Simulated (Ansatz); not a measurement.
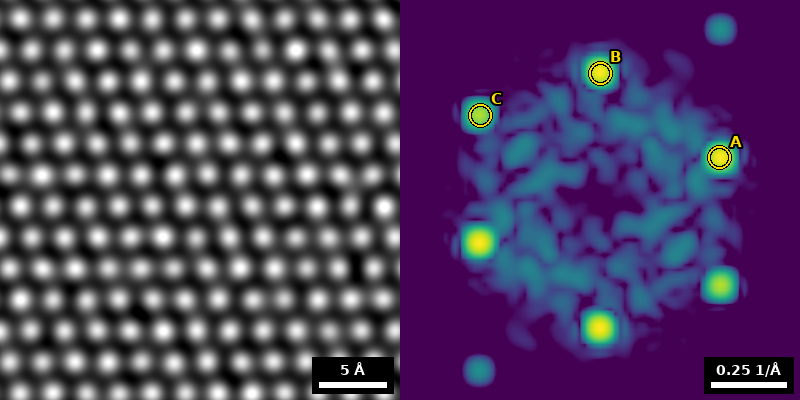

iDPC-like image of Al (Fm-3m, No. 225) along [110]. Simulated as the projected potential of neutral atoms (B = 0.8 Å²) blurred by a 1.21 Å probe, the thin-sample limit of integrated differential phase contrast. The speckle of an amorphous layer was added. Structure used: the input geometry of a calculation.

The right panel is the modulus of the image's Fourier transform on a logarithmic scale.

a = 4.050 Å, b = 4.050 Å, c = 4.050 Å, α = 90.00°, β = 90.00°, γ = 90.00°

**Index the marked spots and give their plane spacings (the zone axis points at the viewer; indices equivalent by symmetry, or all signs reversed, are as good).**

A: (1 -1 1), d = 2.34 Å; B: (1 -1 -1), d = 2.34 Å; C: (0 0 -2), d = 2.02 Å. A and B enclose 71°, and every spot obeys the zone law hu + kv + lw = 0 for [110].
